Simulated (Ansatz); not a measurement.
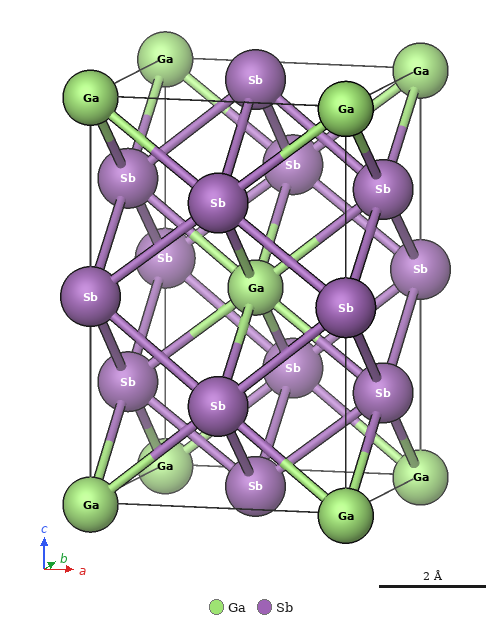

The figure gives a ball-and-stick picture of the atoms, viewed slightly off an axis. Thin lines show the conventional unit cell, with boundary atoms drawn in all their periodic places.

GaSb3, space group I4mm (No. 107), a = 5.06 Å, b = 5.06 Å, c = 7.83 Å, α = 90.00°, β = 90.00°, γ = 90.00°.

Level of theory and settings: Ansatz, DFT PBE, scalar-relativistic, plane waves, PAW, plane-wave cutoff 420 eV, k-points about 0.15 Å⁻¹ apart, Gaussian smearing of 0.1 eV, no spin polarisation.

> Does it come out as a metal, or with a gap?

A metal: bands cross the Fermi level.

> How far is the cell from zero pressure?

The computed pressure is 1.6 GPa (compressed: it would expand). The stress isn't hydrostatic: its largest component is 2.3 GPa.

The initial geometry was a structure listed in the Materials Project. The cell was then strained or its atoms displaced on purpose. It went into a calculation with Ansatz.
